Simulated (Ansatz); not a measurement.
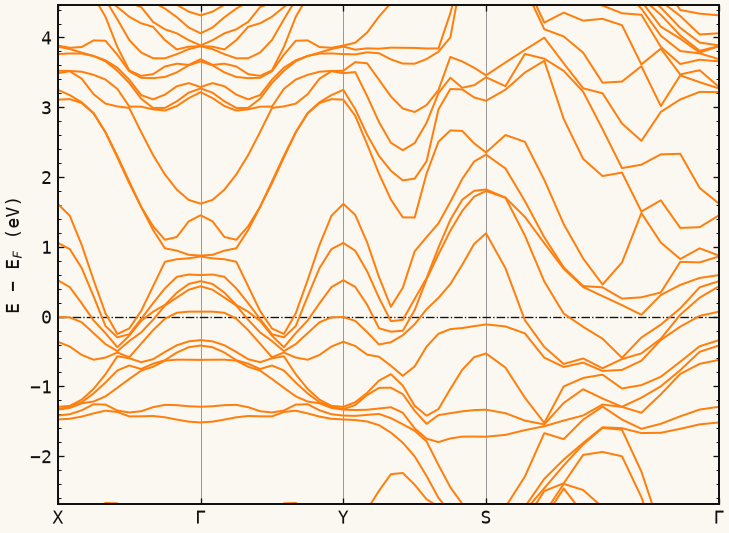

Band structure. Energies are counted from the Fermi level.

Calculation on a (110) slab cut from Ta (Im-3m), 5 atoms in the cell; a = 2.87 Å, b = 2.87 Å, c = 24.39 Å, α = 90.00°, β = 90.00°, γ = 109.47°.

Method: DFT PBE, scalar-relativistic, plane waves, PAW, no spin polarisation, 13×13×1 k mesh, Gaussian smearing of 0.1 eV (Ansatz).

Q: Does this material conduct, going by its bands?

A: A metal: bands cross the Fermi level along this path.

Q: On which lines of the path do bands cross the Fermi level?

A: Bands cross the Fermi level on every line of the path.

Spin-orbit coupling is left out, which matters for Ta.
